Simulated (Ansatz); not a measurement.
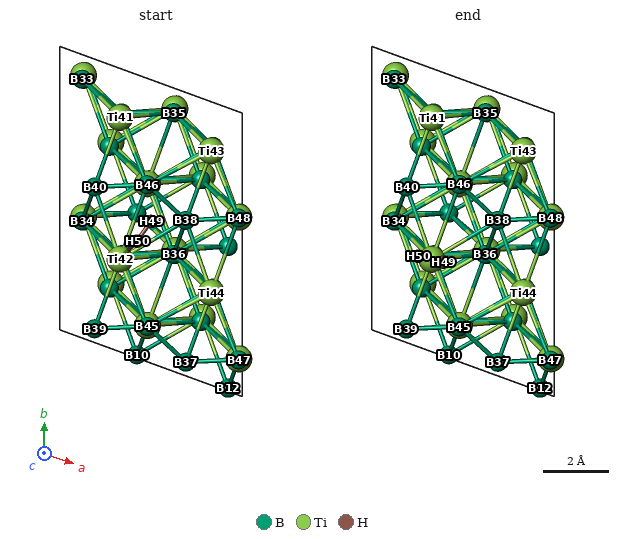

The structure of a slab of composition Ti₈B₁₆H (cut from the P6/mmm phase) before (left) and after (right) a constrained relaxation, at one scale.

A ball-and-stick model of the cell of the calculation, outlined in the plane, without the vacuum (origin shifted), seen along the c axis.

Case: 1 H2 a cell, flat, over a hollow Ti-B-B site. The slab is the (1 0 1) face of TiB2 with H2 on it. 24 atoms are held fixed.

Method: DFT PBE+D3(BJ), scalar-relativistic, plane waves, PAW in Ansatz. Settings: plane-wave cutoff 420 eV; k-point mesh 4 × 3 × 1; occupations gaussian; smearing width 0.1 eV; no spin polarisation; dipole correction; atoms relaxed in a fixed cell; force threshold 0.04 eV/Å; at most 100 steps.

### What changed between the two?

An H atom moves most: 1.43 Å at 78° to the normal (−c side). By element the largest moves are H 1.43 Å, Ti 0.03 Å, B 0.02 Å. The cell doesn't change. Among the contacts that change: H–Ti 2.740 → 1.995 Å, H–Ti 2.410 → 1.989 Å, H–H 0.750 → 0.800 Å, B–Ti 2.316 → 2.347 Å. Among the angles between lasting bonds that change: Ti–H–H 108.3° → 78.8°. After 13 accepted moves (15 points after the start) the energy has fallen by 0.465 eV per cell of the calculation. The largest force component goes from 0.59 to 0.016 eV/Å. The line search rejected the trial steps at points 8, 14 of the run. The forces were under the threshold at step 13, but the run went on from there.

Limits of the set-up: the periodic images lie only 6.0 Å apart, so the values are limited by the cell's size.
